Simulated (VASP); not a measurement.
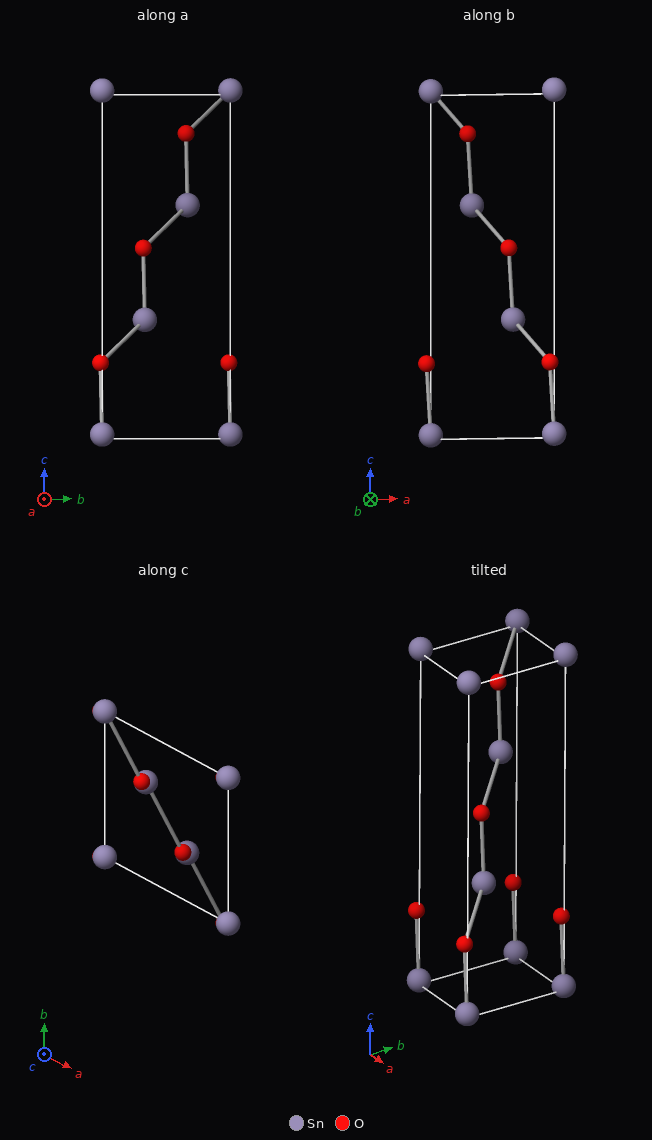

This ball-and-stick model is shown along the a axis, along the b axis, along the c axis and slightly off an axis. The parallelepiped is the drawn cell (a repeat of the simulation cell).

Lattice parameters: a = 3.721 Å, b = 3.869 Å, c = 9.136 Å, α = 90.37°, β = 89.15°, γ = 118.32°. Put a along x and b in the xy plane.

Record the structure as a POSCAR file, with free fractional coordinates to two decimals.

Answer.
```
Sn O
1.0
     3.721    0.000    0.000
    -1.835    3.406    0.000
     0.135    0.006    9.135
Sn O
3 3
Direct
  0.33 0.67 0.68
  0.67 0.33 0.35
  0.00 0.00 0.01
  0.30 0.65 0.89
  0.63 0.32 0.55
  0.97 0.99 0.22
```

Source of the structure: a structure type filled with these elements by a generator (whether the compound takes this form wasn't checked). Earlier steps of the study may have refined or changed the cell and positions. It went into a calculation with VASP.

At this level of theory the cell isn't at rest (compressed, at 14 GPa and forces up to 2.0 eV/Å), so its distances can differ from those at equilibrium, the more so the softer the solid.
